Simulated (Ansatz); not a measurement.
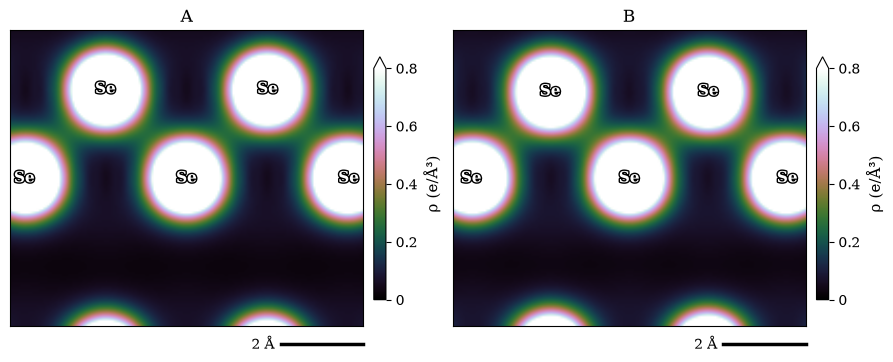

Se. The valence charge density (pseudo) of two cells that differ in size, on the (110) plane of each (indices in the axes of the calculation cell), at one length scale and on one colour scale; one has 22.1 and the other 23.8 Å³ an atom.

The calculation used DFT, r2SCAN, plane waves (500 eV) with PAW, scalar-relativistic in Ansatz 0.2.0.

The density is the valence pseudo-density of a PAW calculation; it isn't the true density close to the nuclei.

Question: Which is the denser cell? Describe the effect of the change.

Answer: Panel B is the smaller cell, by 7 % in volume. From the larger cell to the smaller, Se–Se goes from 2.92 to 2.85 Å, and the density at its midpoint from 0.26 to 0.29 e/Å³.
